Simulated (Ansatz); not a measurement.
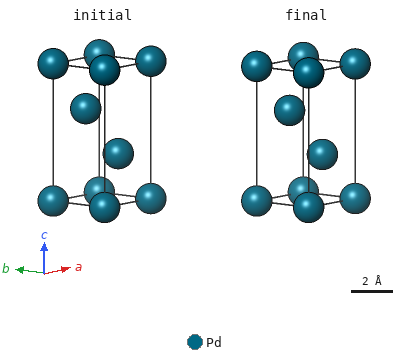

The structure of a crystal of Pd (a generated structure, set up in R-3m) before (left) and after (right) a relaxation, at one scale.

The picture is a spheres-only view of the cell of the calculation, reduced to other axes, seen from a free direction. Lengths and directions refer to the drawn axes.

Case: stacking ABC.

Computed with Ansatz, DFT PBE, scalar-relativistic, plane waves, PAW. Set-up: plane-wave cutoff 420 eV; k-point mesh 18 × 18 × 7; occupations gaussian; smearing width 0.1 eV; no spin polarisation; cell and atoms relaxed; force threshold 0.01 eV/Å; at most 45 steps.

> What changed between the two?

Over 3 accepted moves (4 points after the start) the energy falls by 3.2 meV per atom. All forces vanish by symmetry, so only the cell relaxes. Pressure: −0.76 GPa at the start and 0.00 GPa at the end. At 1 point the geometry stayed and the basis and grid were re-selected for the new cell (energy shift of 0.1 meV per atom at most each time). No atom moves by more than 0.005 Å relative to the cell. The volume changes by −0.5 %, with a = b 2.767 → 2.787 Å (+0.7 %), c 6.968 → 6.830 Å (−2.0 %). Among the contacts that change: Pd–Pd 2.819 → 2.788 Å, Pd–Pd 2.767 → 2.787 Å. The space group (tolerance 0.01 Å) goes from R-3m (No. 166) to Fm-3m (No. 225).
